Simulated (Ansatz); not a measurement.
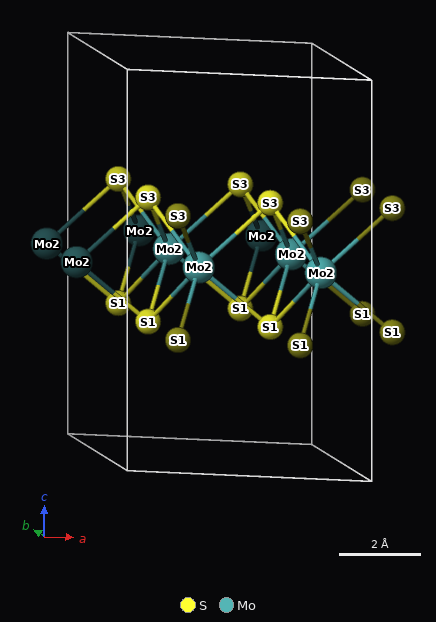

The starting structure (ball-and-stick view of the 2 × 2 repeat of the cell, with the vacuum cut short, seen slightly off an axis; neighbours outside the cell are drawn fainter; atoms are numbered from 1 in the order of the input). Near neighbours in the crystal (not all of them lie inside the picture): S has 3 Mo at 2.41 Å; Mo has 6 S at 2.41 Å.

Geometry relaxation of MoS2

- system: MoS2 (slab, 3 atoms in the cell)
- method: DFT PBE+D3(BJ), scalar-relativistic, plane waves, PAW, no spin polarisation (Ansatz 0.2.0)

The structure derives from an entry of the Crystallography Open Database. Figures and captions count atoms from 1; the log counts them from 0 in places.

Input file:
```yaml
crystal:
  lattice:
    - [3.1794699326, 0.0, 0.0]
    - [-1.5897349663, 2.7535017322, 0.0]
    - [0.0, 0.0, 32.2630185773]
  atoms:
    - { symbol: S, position: [0.3333333333, 0.6666666667, 0.4514239523] }
    - { symbol: Mo, position: [0.6666666667, 0.3333333333, 0.5] }
    - { symbol: S, position: [0.3333333333, 0.6666666667, 0.5485760477] }
  periodic: [true, true, false]
basis:
  ecutwfc: 420
kpoints:
  mp_grid: { grid: [12, 12, 1] }
hamiltonian:
  xc: pbe
  dispersion: d3bj
scf:
  occupations: { method: gaussian, width: 0.02 }
output:
  forces: true
  stress: true
  eigenvalues: true
  write_density: true
  write_potential: true
  elf: true
  volumetric_format: npy
relax:
  adjacent_minimum: "off"
  f_tol: 0.003
  max_steps: 40
```

Launch command:
```bash
ansatz run input.yaml --threads 1 --pin off --max-ram 2560MiB --backend cpu --events-out ev --progress --plain --runs-dir out
```

What the program printed:
```
Warning: output.stress: scf.convergence.dr2_threshold = 9e-9 eV (the default of a walk held to its f_tol) is looser than the 3e-10 eV advised for a printed stress (1e-10 eV for each atom of the cell: 3). What an SCF threshold leaves in a stress goes as its square root, and in the free energy as the threshold itself, and one threshold admits the most on a small cell: of the crystals measured, under no hybrid functional and no lock of the moments, on runs that ended without the residual-converged pass, on stresses that held no estimate of that error, the worst erred by over 100 MPa in a component at 1e-7 eV an atom and by under 5 at 1e-10. Every solve of this run answers to scf.convergence.dr2_threshold, and the tensor of one is reported: a single SCF on the reported geometry and on this run's grids (its basis.xc_grid and basis.ecutrho_ratio typed), with scf.convergence.dr2_threshold at 3e-10 eV or tighter, prints it and tightens no other solve. Else set scf.convergence.dr2_threshold to 3e-10 eV or tighter. The threshold is an SCF's pass mark: one that does not reach it within its budget of iterations ends unconverged, or closes short of it on a stop that the run arms, and scf.convergence.dr2_threshold's page says what that costs each kind of run
Engine: ansatz 0.2.0, x86_64-unknown-linux-gnu
Pseudopotentials: kind: paw
Pseudopotential: S, paw, valence charge 6, recommended cutoff 420 eV (normal), S.paw.azcp
Pseudopotential: Mo, paw, valence charge 14, recommended cutoff 420 eV (normal), Mo.paw.azcp
Functional definition: PBE
  parameter kappa = 0.804
  parameter beta = 0.06672455060314922
  exchange = pbe_x(kappa = kappa, mu = beta*pi^2/3)
  correlation = pbe_c(beta = beta)
Crystal: 3 atoms, lattice volume = 282.452 Å³
Basis set: ecut = 420 eV, 5543 PW (Γ), exchange–correlation on 48×48×432 points (8 copies of the dense FFT grid, shifted against one another)
Bands: 17, of which v1, the nominal top of the filled ones, is band 13 counted from 1 (12 counted from 0)
Symmetry: 12 space group operations
Space group: P-6m2 (ITA 187), of the structure as read, at distance tolerance 6.6e-5 Å
k-points: 19 of 144 (time reversal used)
Non-local potential: S, projectors of the file, l = 0: 2, l = 1: 2, l = 2: 2
Non-local potential: Mo, projectors of the file, l = 0: 3, l = 1: 2, l = 2: 2, l = 3: 1
PAW form: soft (Blöchl's): semilocal exchange-correlation on the pseudo side does not see the compensation charge
PAW one-centre angular grid: S, 110 points (default); XC on 64 Gauss nodes
PAW one-centre angular grid: Mo, 590 points (default); XC on 64 Gauss nodes
Initial density: superposition of atomic densities (neutral atoms: chi_scale 0, normalization atom), corrected by the library's trained network
Initial wavefunctions: pseudopotential atomic-orbital guess
Functional: x = pbe(κ = 0.804, μ = 0.2195149727645171), c = pbe(β = 0.06672455060314922)
SCF iter   1: F=—  HF=-6763.747862 eV  |F-HF|=—  |Δ(HF+E_count)|=         —  Δρ=2.35e-3  dr2=4.73e-3  ethr=1.77e-3  ⟨swp⟩=15.8  Hψ=3397  notcnv=0
preconditioner: auto → Resta (q_TF=auto, 1.833 Å⁻¹)  ε∞=2.4  [insulator: Δε(μ)=1.698 eV  Ē_g=8.014 eV  σ=0.020 eV  W_gap=1.00  n_scr=18 (ndim 8)  ℏωp=9.4 eV  f_vac=0.780  D(μ)=0.00/eV (n_scr^D=0)  ε∞_Penn≈2.4  vacuum switching on, ρ_ref=4.7e-3 e/Å³]
SCF iter   2: F=—  HF=-6763.754199 eV  |F-HF|=—  |Δ(HF+E_count)|=   6.34e-3  Δρ=1.34e-3  dr2=2.32e-3  ethr=1.82e-5  ⟨swp⟩=3.4  Hψ=1047  notcnv=0
SCF iter   3: F=—  HF=-6763.756875 eV  |F-HF|=—  |Δ(HF+E_count)|=   2.68e-3  Δρ=8.48e-4  dr2=3.36e-3  ethr=8.91e-6  ⟨swp⟩=3.6  Hψ=760  notcnv=0
SCF iter   4: F=—  HF=-6763.757032 eV  |F-HF|=—  |Δ(HF+E_count)|=   1.57e-4  Δρ=5.29e-5  dr2=9.56e-6  ethr=8.91e-6  ⟨swp⟩=2.6  Hψ=540  notcnv=0
SCF iter   5: F=—  HF=-6763.757025 eV  |F-HF|=—  |Δ(HF+E_count)|=   6.71e-6  Δρ=2.79e-5  dr2=2.37e-6  ethr=3.68e-8  ⟨swp⟩=3.8  Hψ=833  notcnv=0
SCF iter   6: F=—  HF=-6763.757027 eV  |F-HF|=—  |Δ(HF+E_count)|=   1.98e-6  Δρ=7.80e-6  dr2=3.20e-7  ethr=9.11e-9  ⟨swp⟩=3.4  Hψ=663  notcnv=0
SCF iter   7: F=-6763.757028 eV  HF=-6763.757028 eV  |F-HF|=6.02e-9  |Δ(HF+E_count)|=   2.07e-7  Δρ=2.12e-6  dr2=1.25e-8  ethr=8.65e-10  ⟨swp⟩=17.8  Hψ=3624  notcnv=0
SCF 1 converged in 7 iterations: F = -6763.757028 eV  dr2 = 1.25e-8
  greatest PAW one-centre occupation: 0.998 electrons in one spin orbital (limit 2), on the Mo atom at site 1 (counted from 0), in its partial waves of l = 0
relax step   1: F+E_penalty+E_count = -6763.75702769 eV  Δ(F+E_penalty+E_count) = +0.000e0 eV  max|allowed force component| = 1.542e-1 eV/Å  Δτ_max = 0.0000 Å  (7 SCF iters, dr2 threshold 2.25e-7 eV, accepted)
Initial density: handed on by an earlier stage of this run
Initial wavefunctions: those handed on with the density
iter 1 solved again at ethr=3.00e-6 eV; its pass at ethr=3.10e-3 eV (dr2=7.79e-4 eV) is discarded
SCF iter   1: F=—  HF=-6763.758177 eV  |F-HF|=—  |Δ(HF+E_count)|=         —  Δρ=4.46e-4  dr2=7.92e-4  ethr=3.00e-6  ⟨swp⟩=3.1  Hψ=1487  notcnv=0
preconditioner: auto → Resta (q_TF=auto, 1.833 Å⁻¹)  ε∞=2.4  [insulator: Δε(μ)=1.632 eV  Ē_g=8.066 eV  σ=0.020 eV  W_gap=1.00  n_scr=18 (ndim 8)  ℏωp=9.4 eV  f_vac=0.782  D(μ)=0.00/eV (n_scr^D=0)  ε∞_Penn≈2.4  vacuum switching on, ρ_ref=4.7e-3 e/Å³]
SCF iter   2: F=—  HF=-6763.758135 eV  |F-HF|=—  |Δ(HF+E_count)|=   4.16e-5  Δρ=3.32e-4  dr2=7.46e-4  ethr=3.00e-6  ⟨swp⟩=2.5  Hψ=540  notcnv=0
SCF iter   3: F=—  HF=-6763.758035 eV  |F-HF|=—  |Δ(HF+E_count)|=   9.97e-5  Δρ=1.57e-4  dr2=6.67e-5  ethr=2.87e-6  ⟨swp⟩=2.7  Hψ=482  notcnv=0
SCF iter   4: F=—  HF=-6763.758024 eV  |F-HF|=—  |Δ(HF+E_count)|=   1.11e-5  Δρ=3.28e-5  dr2=2.33e-6  ethr=2.56e-7  ⟨swp⟩=3.2  Hψ=645  notcnv=0
SCF iter   5: F=-6763.758024 eV  HF=-6763.758024 eV  |F-HF|=6.00e-9  |Δ(HF+E_count)|=   1.46e-7  Δρ=8.10e-6  dr2=1.32e-7  ethr=5.71e-9  ⟨swp⟩=20.1  Hψ=4008  notcnv=0
SCF 2 converged in 5 iterations: F = -6763.758024 eV  dr2 = 1.32e-7
relax step   2: F+E_penalty+E_count = -6763.75802412 eV  Δ(F+E_penalty+E_count) = -9.964e-4 eV  max|allowed force component| = 7.326e-2 eV/Å  Δτ_max = 0.0121 Å  (5 SCF iters, dr2 threshold 1.49e-6 eV, accepted)
SCF iter   1: F=—  HF=-6763.758343 eV  |F-HF|=—  |Δ(HF+E_count)|=         —  Δρ=1.40e-4  dr2=7.94e-5  ethr=3.08e-6  ⟨swp⟩=2.8  Hψ=963  notcnv=0
preconditioner: auto → Resta (q_TF=auto, 1.833 Å⁻¹)  ε∞=2.4  [insulator: Δε(μ)=1.662 eV  Ē_g=8.057 eV  σ=0.020 eV  W_gap=1.00  n_scr=18 (ndim 8)  ℏωp=9.4 eV  f_vac=0.781  D(μ)=0.00/eV (n_scr^D=0)  ε∞_Penn≈2.4  vacuum switching on, ρ_ref=4.7e-3 e/Å³]
SCF iter   2: F=—  HF=-6763.758318 eV  |F-HF|=—  |Δ(HF+E_count)|=   2.43e-5  Δρ=1.06e-4  dr2=7.73e-5  ethr=3.05e-7  ⟨swp⟩=3.7  Hψ=809  notcnv=0
SCF iter   3: F=—  HF=-6763.758308 eV  |F-HF|=—  |Δ(HF+E_count)|=   1.05e-5  Δρ=4.83e-5  dr2=6.13e-6  ethr=2.97e-7  ⟨swp⟩=2.9  Hψ=474  notcnv=0
SCF iter   4: F=-6763.758307 eV  HF=-6763.758307 eV  |F-HF|=9.68e-8  |Δ(HF+E_count)|=   1.07e-6  Δρ=1.05e-5  dr2=2.44e-7  ethr=1.29e-9  ⟨swp⟩=17.1  Hψ=4177  notcnv=0
SCF 3 converged in 4 iterations: F = -6763.758307 eV  dr2 = 2.44e-7
relax step   3: F+E_penalty+E_count = -6763.75830653 eV  Δ(F+E_penalty+E_count) = -2.824e-4 eV  max|allowed force component| = 2.903e-4 eV/Å  Δτ_max = 0.0039 Å  (4 SCF iters, dr2 threshold 3.35e-7 eV, accepted)
iter 1 solved again at ethr=9.64e-10 eV; its pass at ethr=3.10e-3 eV (dr2=2.51e-7 eV) is discarded
SCF iter   1: F=—  HF=-6763.758319 eV  |F-HF|=—  |Δ(HF+E_count)|=         —  Δρ=1.06e-5  dr2=2.51e-7  ethr=9.64e-10  ⟨swp⟩=1.0  Hψ=1102  notcnv=0
preconditioner: auto → Resta (q_TF=auto, 1.833 Å⁻¹)  ε∞=2.4  [insulator: Δε(μ)=1.661 eV  Ē_g=8.056 eV  σ=0.020 eV  W_gap=1.00  n_scr=18 (ndim 8)  ℏωp=9.4 eV  f_vac=0.781  D(μ)=0.00/eV (n_scr^D=0)  ε∞_Penn≈2.4  vacuum switching on, ρ_ref=4.7e-3 e/Å³]
SCF iter   2: F=—  HF=-6763.758307 eV  |F-HF|=—  |Δ(HF+E_count)|=   1.25e-5  Δρ=6.31e-6  dr2=2.01e-7  ethr=9.64e-10  ⟨swp⟩=2.7  Hψ=506  notcnv=0
SCF iter   3: F=—  HF=-6763.758307 eV  |F-HF|=—  |Δ(HF+E_count)|=   1.52e-8  Δρ=4.45e-6  dr2=6.96e-8  ethr=7.72e-10  ⟨swp⟩=3.4  Hψ=570  notcnv=0
SCF iter   4: F=—  HF=-6763.758307 eV  |F-HF|=—  |Δ(HF+E_count)|=   4.20e-9  Δρ=1.99e-6  dr2=1.52e-8  ethr=2.68e-10  ⟨swp⟩=1.3  Hψ=343  notcnv=0
SCF iter   5: F=-6763.758307 eV  HF=-6763.758307 eV  |F-HF|=4.00e-10  |Δ(HF+E_count)|=  5.88e-10  Δρ=3.22e-7  dr2=2.81e-10  ethr=3.46e-11  ⟨swp⟩=14.3  Hψ=3080  notcnv=0
SCF 4 converged in 5 iterations: F = -6763.758307 eV  dr2 = 2.81e-10
relax step   4: F+E_penalty+E_count = -6763.75830661 eV  Δ(F+E_penalty+E_count) = -7.790e-8 eV  max|allowed force component| = 1.568e-4 eV/Å  Δτ_max = 0.0000 Å  (5 SCF iters, accepted)
```

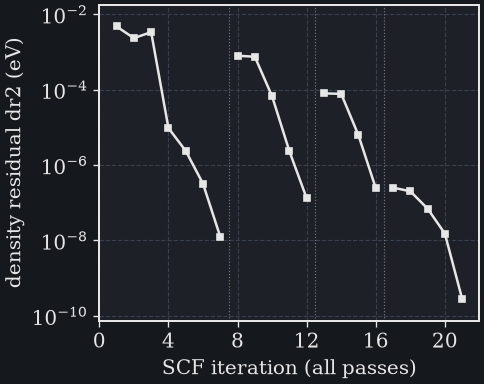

Convergence of the self-consistent field: density residual dr2 against the SCF iteration. The dotted lines part the SCF passes of the relaxation: geometry steps, rejected trials and re-solves on a re-selected basis. The passes take 7, 5, 4 and 5 iterations.

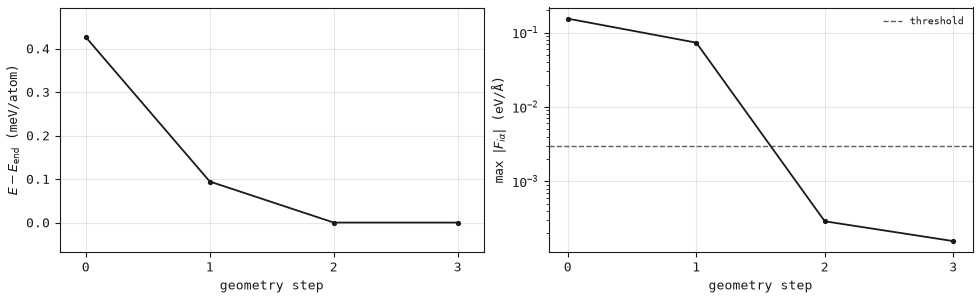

Progress of the relaxation, step by step (the first geometry is step 0 here and step 1 in the log). The largest moves, 0.008 Å, are those of S1 and S3. Mo stays in place. The cell stays as it was. Among the contacts that change: Mo2–S3 2.414 → 2.408 Å. The energy falls by 0.4 meV per atom in 3 geometry steps. The largest force component goes from 0.15 to 0.00016 eV/Å. (Atoms are counted from 1 in the order of the input.)

```
SCF converged after 5 iterations
Free energy (F): -6763.758307 eV
Harris-Foulkes:  -6763.758307 eV  (|F-HF|=4.00e-10)
Internal energy: -6763.758307 eV  (E = F + TS)
E sigma→0 (E₀):  -6763.758307 eV
Fermi energy:    -5.107783 eV
--- Per-component energies (eV) ---
  E_band       = -576.268970
  E_kinetic    = 655.380737
  E_local      = -48184.080567  (includes V_loc(G=0)·N_el)
  E_nonlocal   = 199.092603
  E_hartree    = 23655.612275
  E_xc         = -378.209021
  E_vxc        = -404.577548  (∫ρ·V_xc dr)
  E_paw        = -4401.503322  (= ΣΔE_a)
  E_vpaw       = -153.307382  (= ΣTr[D̂ρ^β])
  E_aug_tail   = 0.000042  (compensation charges beyond the density's cutoff)
  E_ewald      = 21690.892038
  E_disp       = -0.943091  (pairwise vdW)
  E_smearing   = -0.000000  (= −TS)
  E_closure    = -0.000000  (closes the sum)
  Σ components = -6763.758307   (vs F -6763.758307, Δ=0.00e0)
--- Forces (eV/Å), atoms counted from 1 ---
  atom   1  S      0.00000000    -0.00000000    -0.00015679
  atom   2  Mo     0.00000000    -0.00000000     0.00000000
  atom   3  S     -0.00000000    -0.00000000     0.00015679
  max |Σ_I F_I| component: 9.25e-17 eV/Å
--- 2D stress c σ (N/m, compression-positive) ---
       -1.331074      -0.000000       0.000000
       -0.000000      -1.331074       0.000000
        0.000000       0.000000       0.000000
  P = ½ c Tr σ = -1.3311 N/m
--- Band table (eV; the first three rows and the last of 19) ---
  k-point 0: bands = ["-66.8060", "-40.9459", "-40.7362", "-40.7362", "-20.0485", "-18.7272", "-11.5607", "-8.5697", "-8.5697", "-7.7087", "-7.4559", "-7.4559", "-5.9380", "-3.1704", "-3.1704", "-2.9131", "-2.9131"]
  k-point 1: bands = ["-66.8034", "-40.9408", "-40.7620", "-40.7420", "-19.9457", "-18.6854", "-11.4438", "-8.7974", "-8.4621", "-8.2099", "-7.6193", "-7.1108", "-5.9901", "-3.3038", "-3.1917", "-3.0298", "-2.9898"]
  k-point 2: bands = ["-66.7965", "-40.9269", "-40.8322", "-40.7581", "-19.6533", "-18.5666", "-11.1505", "-9.3185", "-8.8595", "-8.1617", "-8.0044", "-7.0141", "-6.2255", "-3.6267", "-3.3567", "-3.3012", "-2.5753"]
  k-point 18: bands = ["-66.7632", "-41.0195", "-40.9757", "-40.8603", "-17.9063", "-17.8283", "-11.3593", "-10.5320", "-10.0140", "-9.4942", "-8.8108", "-8.0825", "-5.9620", "-4.2774", "-2.8639", "-2.3839", "-1.0560"]
--- Relaxed structure (4 steps of the walk, 4 accepted, 0 SCFs on fresh bases) ---
  F+E_penalty+E_count = -6763.75830661 eV   max|allowed force component| = 1.568e-4 eV/Å
  cell:  # Å, volume = 282.4523 Å³
    - [3.179469932599771, 0.0, 0.0]
    - [-1.5897349662998854, 2.7535017322001987, 0.0]
    - [0.0, 0.0, 32.2630185773]
  atoms:
    - { symbol: S, position: [0.3333333333333333, 0.6666666666666666, 0.451680366485164] }
    - { symbol: Mo, position: [0.6666666666666667, 0.3333333333333333, 0.5] }
    - { symbol: S, position: [0.3333333333333333, 0.6666666666666666, 0.5483196335148359] }
```

Trajectory as extended XYZ (Å, eV, eV/Å), 4 frames, from step=1 to step=4:
```
3
Lattice="3.1795 0.0000 0.0000 -1.5897 2.7535 0.0000 0.0000 0.0000 32.2630" Properties=species:S:1:pos:R:3:forces:R:3 step=1 energy=-6763.75703
S     0.0000    1.8357   14.5643    0.0000   0.0000   0.1542
Mo    1.5897    0.9178   16.1315    0.0000   0.0000   0.0000
S     0.0000    1.8357   17.6987    0.0000   0.0000  -0.1542
3
Lattice="3.1795 0.0000 0.0000 -1.5897 2.7535 0.0000 0.0000 0.0000 32.2630" Properties=species:S:1:pos:R:3:forces:R:3 step=2 energy=-6763.75802
S     0.0000    1.8357   14.5764    0.0000   0.0000  -0.0733
Mo    1.5897    0.9178   16.1315    0.0000   0.0000   0.0000
S     0.0000    1.8357   17.6866    0.0000   0.0000   0.0733
3
Lattice="3.1795 0.0000 0.0000 -1.5897 2.7535 0.0000 0.0000 0.0000 32.2630" Properties=species:S:1:pos:R:3:forces:R:3 step=3 energy=-6763.75831
S     0.0000    1.8357   14.5726    0.0000   0.0000  -0.0003
Mo    1.5897    0.9178   16.1315    0.0000   0.0000   0.0000
S     0.0000    1.8357   17.6904    0.0000   0.0000   0.0003
3
Lattice="3.1795 0.0000 0.0000 -1.5897 2.7535 0.0000 0.0000 0.0000 32.2630" Properties=species:S:1:pos:R:3:forces:R:3 step=4 energy=-6763.75831
S     0.0000    1.8357   14.5726    0.0000   0.0000  -0.0002
Mo    1.5897    0.9178   16.1315    0.0000   0.0000   0.0000
S     0.0000    1.8357   17.6904    0.0000   0.0000   0.0002
```

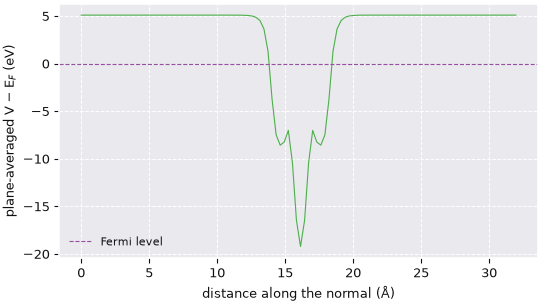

Plane average of the electrostatic potential energy of an electron across the cell, from the Fermi level. The vacuum level lies 5.11 eV above the Fermi level.

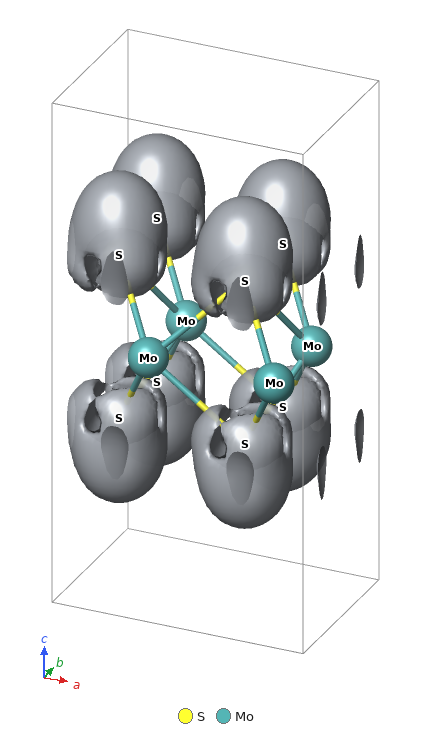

Isosurface of the ELF at 0.8 (grey), seen slightly off an axis. Core shells and regions of very low density are left out. Sticks mark near contacts. Counts are for one cell; the picture repeats the cell along the surface.  Values along the shortest contacts: Mo–S (2.41 Å): the ELF is about 0.45 at the midpoint. Core electrons are frozen (PAW), so the fields are smoothed inside the atomic spheres.

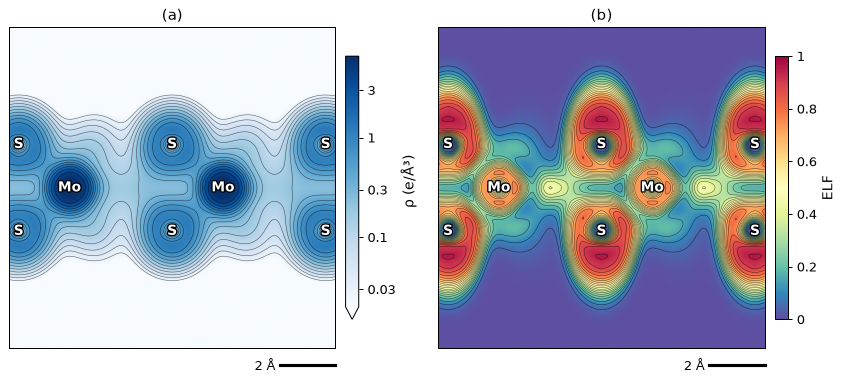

(a) valence charge density (pseudo); (b) ELF on the (110) plane of the calculation cell, a cut from vacuum to vacuum. The section cuts through S and Mo sites. Mo–S (2.41 Å): the density is about 0.61 e/Å³ at the midpoint; the ELF is about 0.45 at the midpoint. The density dies away to nearly zero in the vacuum. The strong features right at Mo lie inside the PAW spheres (semicore, d or f shells) and say nothing about bonding.

Results in brief:

| quantity | value |
| --- | --- |
| outcome | converged |
| electrons treated | 26 |
| free energy | −6763.7583 eV |
| work function, top face | 5.11 eV |
| work function, bottom face | 5.11 eV |
| Fermi energy | −5.108 eV |
| gap on the k-point mesh | 1.66 eV |
| final volume | 282.45 Å³ |
| work function (upper face) | 5.11 eV |
| largest force (length of the vector) at the end | under 0.001 eV/Å |
| hardware | 1 thread of Intel Xeon @ 2.90GHz (Ice Lake), 192 GiB of memory available, shared host |
| wall time | 42 s |
| peak memory | 0.51 GiB |

Remarks:

The program warns: the SCF threshold is looser than advised for the printed stress.
